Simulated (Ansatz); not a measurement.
## Geometry relaxation of C₈O (part 2 of 2)

The same run, continued: C₈O (slab, 9 atoms in the cell); DFT PBE+D3(BJ), scalar-relativistic, plane waves, PAW, no spin polarisation (Ansatz 0.2.0); cutoff 420 eV, 12×12×1 k-mesh, Gaussian smearing of 0.1 eV. The structure derives from a Materials Project entry. The input holds or restrains some coordinates. Forces given for the steps count only the free coordinates. It belongs to a series of runs on one base structure; here: O put at a bridge C-C site.

Geometry of the input (Å; fractional positions):
```
2.4655  0.0000  0.0000
-1.2328  2.1341  0.0000
0.0000  0.0000  29.1985
C  0.0833  0.1666  0.2911
C  0.4167  0.8334  0.2911
C  0.5833  0.1666  0.4075
C  0.9167  0.8334  0.4075
C  0.0833  0.1666  0.5240
C  0.4167  0.8334  0.5240
C  0.5833  0.1666  0.6404
C  0.9167  0.8334  0.6404
O  0.7500  1.0000  0.6829
```

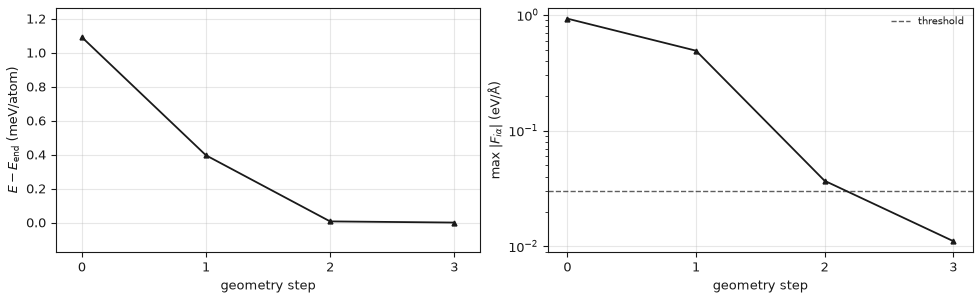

*Progress of the restrained relaxation, step by step (the first geometry is step 0 here and step 1 in the log).*

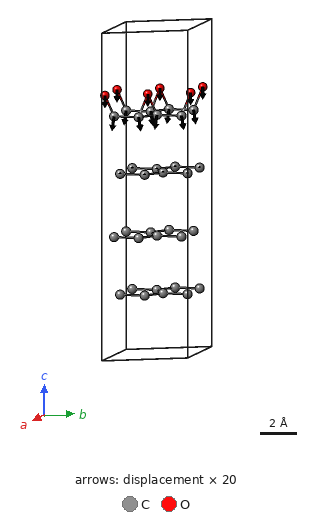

*The starting structure with the displacements as black arrows, magnified 20 times (ball-and-stick view of the 2 × 2 repeat of the cell, with the vacuum cut short, seen slightly off an axis).*

The largest moves, 0.042 Å, are those of C7 and C8. By element the largest moves are C 0.042 Å, O 0.037 Å. The cell doesn't change. Distances before and after: C7–C8 1.423 → 1.406 Å. Over 3 geometry steps the energy falls by 1.1 meV per atom. The largest force component goes from 0.93 to 0.011 eV/Å. (Atoms are counted from 1 in the order of the input.)

```
WARN: The output density's exchange-correlation potential varies sharply where the density is thin. Do not read a vacuum level from v_tot or v_xc, or from such a field of the output density. On a cell that repeats whose density bears no net charge and no dipole along the vacuum's axis use v_es (v_loc + v_h of the components); under efield.dipole_correction with no amplitude use v_es + v_field, which holds any external_charges[].barrier, or the levels of the report's work_function block, which leave it out; under a non-zero efield.amplitude the vacuum is tilted and has no level; on a cell that repeats and bears such a dipole with no correction it is tilted too, and efield.dipole_correction with no amplitude gives each side of its ramp a level where efield: is served; in a cell that repeats whose density bears a net charge (total_charge, or a fill off its count) it is curved and has none; of a slab under crystal.periodic whose density bears no net charge use v_es, which has a level on each side, short of where the two are joined; of another it falls or rises all the way out and has none; of a slab beside external_charges read slab_vacuum_level instead, which it has where they leave it neutral. The grid or the basis barely resolves most such structure, and the values can differ between equally converged runs; as a rule a tighter scf.convergence.dr2_threshold does not remove it. Where the density itself ripples (under the LDA too) a higher basis.ecutwfc lessens it. The files hold the spikes' plane waves up to the density's cutoff. Files: v_tot_of_output_density and the like, and their columns of v_z.tsv (output.write_potential); v_xc_of_output_density and the like, and their columns of v_comp_z.tsv (output.write_potential_components). Measured: with its Gaussian average of σ = 0.25 Å subtracted twice, the exchange-correlation potential is over 0.1 eV at 14 of the grid points where the equally averaged density (valence and model cores) is under 1e-3 e/Å³, and 0.115 eV at the most among them, at an averaged density of 4.7e-8 e/Å³. The input density's (outcome.potential() and, of a run that writes arrays, v_tot and v_xc) is over 0.1 eV, so measured, at 106 points of its own thin density, 0.128 eV at the most. See output.write_potential in the manual, Limitations
SCF converged after 8 iterations
Free energy (F): -2572.370203 eV
Harris-Foulkes:  -2572.370203 eV  (|F-HF|=3.20e-8)
Internal energy: -2572.367141 eV  (E = F + TS)
E sigma→0 (E₀):  -2572.368672 eV
Entropy (-TS):   -0.003062 eV (-0.340 meV/atom)
Fermi energy:    0.667457 eV
Dipole field:    D = -0.101092 V/Å  (p = -0.085833 e·Å, saw-weighted, corrected)
Work function:   Φ+ = 7.2408 eV   Φ− = 4.2890 eV
Levels:          The Fermi level and band energies are counted from a zero that moves with the ramp; work functions are not
--- Per-component energies (eV) ---
  E_band       = -335.586515
  E_kinetic    = 913.483679
  E_local      = -32796.738292  (includes V_loc(G=0)·N_el)
  E_nonlocal   = 267.696307
  E_hartree    = 15971.069442
  E_xc         = -460.380928
  E_vxc        = -573.124717  (∫ρ·V_xc dr)
  E_paw        = -953.029997  (= ΣΔE_a)
  E_vpaw       = -90.465774  (= ΣTr[D̂ρ^β])
  E_aug_tail   = 0.002435  (compensation charges beyond the density's cutoff)
  E_efield     = 0.004339  (sawtooth field / dipole correction)
  E_vefield    = 1.420265  (∫n·V_field dr)
  E_ewald      = 14486.694078
  E_disp       = -1.168203  (pairwise vdW)
  E_smearing   = -0.003062  (= −TS)
  E_closure    = 0.000000  (closes the sum)
  Σ components = -2572.370203   (vs F -2572.370203, Δ=0.00e0)
--- Forces (eV/Å), atoms counted from 1 ---
  atom   1  C     -0.00008504    -0.02754948     0.00148052
  atom   2  C      0.00008504     0.02754948     0.00148052
  atom   3  C     -0.00014776     0.02138325     0.00042759
  atom   4  C      0.00014776    -0.02138325     0.00042759
  atom   5  C     -0.00016863     0.00080905    -0.00030444
  atom   6  C      0.00016863    -0.00080905    -0.00030444
  atom   7  C     -0.00387894     0.00239407     0.00393320
  atom   8  C      0.00387894    -0.00239407     0.00393320
  atom   9  O      0.00000000     0.00000000    -0.01109727
  max |Σ_I F_I| component: 2.35e-5 eV/Å
--- Band table (eV; the first three rows and the last of 74) ---
  k-point 0: bands = ["-24.8811", "-19.0952", "-18.9187", "-18.7855", "-15.5785", "-7.7262", "-7.3017", "-6.9569", "-6.3464", "-4.5618", "-3.2270", "-2.7584", "-2.5667", "-2.5592", "-2.3999", "-2.3912", "-2.3491", "-2.3440", "-0.6794", "4.1812", "4.3870", "5.6001", "6.1775", "7.4053", "7.7233", "8.3693", "8.6414", "8.7945"]
  k-point 1: bands = ["-24.7513", "-18.9305", "-18.7542", "-18.6222", "-15.4651", "-7.5484", "-7.2396", "-6.8466", "-6.1702", "-5.0842", "-3.9314", "-3.2183", "-3.0439", "-2.9954", "-2.9007", "-2.7399", "-2.6887", "-2.5216", "-0.5671", "4.3391", "4.5436", "5.8097", "6.3595", "7.5999", "7.9331", "8.6390", "8.8543", "8.9072"]
  k-point 2: bands = ["-24.3739", "-18.4382", "-18.2626", "-18.1338", "-15.1458", "-7.7750", "-6.9175", "-6.4105", "-5.9483", "-5.5636", "-4.8594", "-4.7668", "-4.6863", "-4.6326", "-3.6984", "-3.5360", "-3.4840", "-2.6334", "-0.6756", "4.7053", "5.1569", "6.4382", "6.9406", "8.1917", "8.5359", "8.7424", "8.9261", "8.9699"]
  k-point 73: bands = ["-21.8687", "-15.4911", "-13.8221", "-13.6481", "-13.5954", "-12.7826", "-12.6059", "-12.5557", "-10.9532", "-7.6775", "-7.0865", "-5.9538", "-5.7833", "-5.7351", "-3.0224", "-1.9206", "-1.7892", "-1.7007", "0.5872", "2.0309", "2.3723", "2.4092", "3.6843", "6.2925", "7.8463", "8.0282", "8.0832", "11.0657"]
--- Relaxed structure (4 steps of the walk, 4 accepted, 0 SCFs on fresh bases) ---
  F+E_penalty+E_count = -2572.37020297 eV   max|allowed force component| = 1.110e-2 eV/Å
  atoms:
    - { symbol: C, position: [0.08331017934999999, 0.16662035869999997, 0.29111067469999996] }
    - { symbol: C, position: [0.41668982064999993, 0.8333796412999999, 0.29111067469999996] }
    - { symbol: C, position: [0.5833101794, 0.16662035869999997, 0.40753895739999996] }
    - { symbol: C, position: [0.9166898205999999, 0.8333796412999999, 0.40753895739999996] }
    - { symbol: C, position: [0.08339506780676102, 0.16673728434261012, 0.5241317222927254] }
    - { symbol: C, position: [0.41660493219323896, 0.8332627156573899, 0.5241317222927254] }
    - { symbol: C, position: [0.5852959650871496, 0.1646195152289199, 0.6389732352195117] }
    - { symbol: C, position: [0.9147040349128504, 0.83538048477108, 0.6389732352195117] }
    - { symbol: O, position: [0.75, 0.9999999999999999, 0.6816065203479047] }
```

### Trajectory as extended XYZ (Å, eV, eV/Å), 4 frames, from step=1 to step=4
```
9
Lattice="2.4655 0.0000 0.0000 -1.2328 2.1341 0.0000 0.0000 0.0000 29.1985" Properties=species:S:1:pos:R:3:forces:R:3 step=1 energy=-2572.36038
C     0.0000    0.3556    8.5000    0.0000  -0.0266   0.0015
C     0.0000    1.7786    8.5000    0.0000   0.0266   0.0015
C     1.2328    0.3556   11.8995   -0.0001   0.0197   0.0006
C     1.2328    1.7786   11.8995    0.0001  -0.0197   0.0006
C     0.0000    0.3556   15.2990    0.0066   0.0289   0.0060
C     0.0000    1.7786   15.2990   -0.0066  -0.0289   0.0060
C     1.2328    0.3556   18.6985    0.9306  -0.5396  -0.0508
C     1.2328    1.7786   18.6985   -0.9306   0.5396  -0.0508
O     0.6164    2.1341   19.9385    0.0000   0.0000   0.0897
9
Lattice="2.4655 0.0000 0.0000 -1.2328 2.1341 0.0000 0.0000 0.0000 29.1985" Properties=species:S:1:pos:R:3:forces:R:3 step=2 energy=-2572.36664
C     0.0000    0.3556    8.5000   -0.0001  -0.0246   0.0031
C     0.0000    1.7786    8.5000    0.0001   0.0246   0.0031
C     1.2328    0.3556   11.8995   -0.0002   0.0183   0.0068
C     1.2328    1.7786   11.8995    0.0002  -0.0183   0.0068
C     0.0000    0.3557   15.3592    0.0056   0.0132  -0.0187
C     0.0000    1.7784   15.3592   -0.0056  -0.0132  -0.0187
C     1.2363    0.3535   18.6576    0.4916  -0.2854  -0.0104
C     1.2292    1.7806   18.6576   -0.4916   0.2854  -0.0104
O     0.6164    2.1341   19.9001    0.0000   0.0000   0.0408
9
Lattice="2.4655 0.0000 0.0000 -1.2328 2.1341 0.0000 0.0000 0.0000 29.1985" Properties=species:S:1:pos:R:3:forces:R:3 step=3 energy=-2572.37014
C     0.0000    0.3556    8.5000   -0.0001  -0.0274   0.0021
C     0.0000    1.7786    8.5000    0.0001   0.0274   0.0021
C     1.2328    0.3556   11.8995   -0.0001   0.0214  -0.0011
C     1.2328    1.7786   11.8995    0.0001  -0.0214  -0.0011
C     0.0001    0.3558   15.3010   -0.0008   0.0008   0.0017
C    -0.0001    1.7783   15.3010    0.0008  -0.0008   0.0017
C     1.2404    0.3512   18.6648   -0.0369   0.0217   0.0050
C     1.2252    1.7830   18.6648    0.0369  -0.0217   0.0050
O     0.6164    2.1341   19.9099    0.0000   0.0000  -0.0170
9
Lattice="2.4655 0.0000 0.0000 -1.2328 2.1341 0.0000 0.0000 0.0000 29.1985" Properties=species:S:1:pos:R:3:forces:R:3 step=4 energy=-2572.37020
C     0.0000    0.3556    8.5000   -0.0001  -0.0275   0.0015
C     0.0000    1.7786    8.5000    0.0001   0.0275   0.0015
C     1.2328    0.3556   11.8995   -0.0001   0.0214   0.0004
C     1.2328    1.7786   11.8995    0.0001  -0.0214   0.0004
C     0.0001    0.3558   15.3039   -0.0002   0.0008  -0.0003
C    -0.0001    1.7783   15.3039    0.0002  -0.0008  -0.0003
C     1.2401    0.3513   18.6571   -0.0039   0.0024   0.0039
C     1.2254    1.7828   18.6571    0.0039  -0.0024   0.0039
O     0.6164    2.1341   19.9019    0.0000   0.0000  -0.0111
```

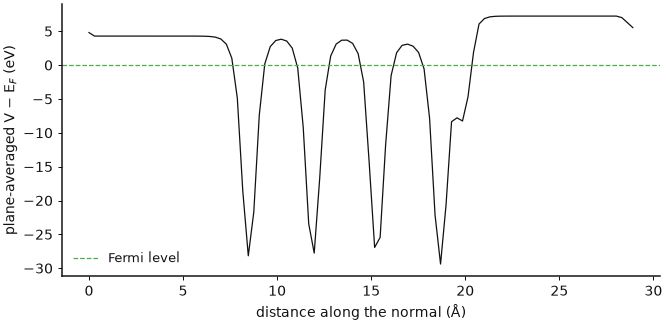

*Plane average of the electrostatic potential energy of an electron across the cell, from the Fermi level.*

The vacuum level lies 7.24 eV above the Fermi level on the upper side and 4.29 eV on the lower.

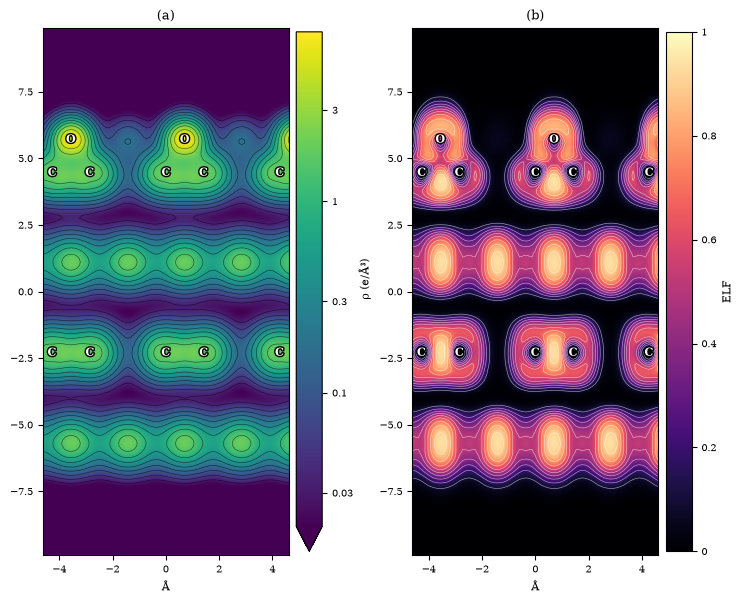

*(a) valence pseudo-density; (b) electron localisation function on the (110) plane of the calculation cell, a cut from vacuum to vacuum.*

The section cuts through C and O sites. C–C (1.41 Å): ρ at the midpoint is about 2 e/Å³; the ELF peaks at about 0.90 between the atoms, which marks a covalent bond. C–O (1.43 Å): the density is about 2 e/Å³ at the midpoint; the ELF peaks at about 0.75 between the atoms, which marks a polar covalent bond. The density dies away to nearly zero in the vacuum. In a PAW calculation such maps are meaningful between the atoms, not at the nuclei.

### Results in brief

| quantity | value |
| --- | --- |
| outcome | converged under the restraints of the input |
| electrons treated | 38 |
| free energy | −2572.3702 eV |
| work function, top face | 7.24 eV |
| work function, bottom face | 4.29 eV |
| Fermi energy | 0.667 eV |
| gap on the k-point mesh | none (metallic) |
| final volume | 153.64 Å³ |
| work function (upper face) | 7.24 eV |
| largest force (length of the vector) at the end, held atoms and coordinates included | 0.028 eV/Å |
| hardware | 2 threads of Intel Xeon @ 2.50GHz (Skylake/Cascade Lake), 32 GiB of memory available, shared host |
| wall time | 70 s (CPU time 2.3 min) |
| peak memory | 0.63 GiB |

### Notes

Warnings of the run: the exchange-correlation potential is rough where the density is thin.
